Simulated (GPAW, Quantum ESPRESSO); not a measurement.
The F K edge of atom 2 in KF (Carobbiite, Fm-3m), with 6 K at 2.67 Å (octahedral, site symmetry m-3m), was computed in 2 ways: full core hole (charged cell) and no core hole. Program and functional: Quantum ESPRESSO XSpectra, PBE, Lorentzian half width 0.3 eV up to 4 eV, rising linearly to 2.5 eV at 25 eV; cells of 2 and 12 atoms (the run without a hole in the smaller).

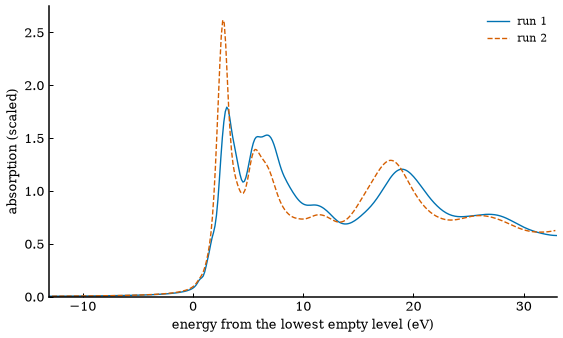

Each run is counted from its own lowest empty level or Fermi level and scaled to a mean of 1 over its first 20 eV. (XSpectra's own axis starts at xe0, in the gap; it has been shifted.)

Q: Which run is which?

Run 1: no core hole (area from −2 to 6 eV 6.1, main maxima 3.1 eV (1.79), 6.7 eV (1.53) and 19.0 eV (1.21)). Run 2: full core hole (charged cell) (area from −2 to 6 eV 6.8, main maxima 2.7 eV (2.62), 5.6 eV (1.39) and 17.9 eV (1.29)). With each curve scaled to its own mean, the area from −2 to 6 eV with the hole is 6.8 against 6.1, and the centre of weight from −1 to 20 eV moves by +0.0 eV (first and strongest maxima below 20 eV: 3.1 eV (1.79), 6.7 eV (1.53) and 19.0 eV (1.21) without the hole, 2.7 eV (2.62), 5.6 eV (1.39) and 17.9 eV (1.29) with it); the shape changes all the same, by 24 % r.m.s.

[Hosts, paths, dates, database ids (printed as entryN), source tags and the programs' standing remarks are cut or masked in the printed files.]

[Lists of maxima count a maximum above −3 eV only where it reaches 4 % of the highest in the window and stands out from its surroundings by 2 % of it (1.5 % where it reaches 55 %); shoulders and weaker maxima are passed over, and of the rest the first, up to two pre-edge ones and the few strongest are named.]
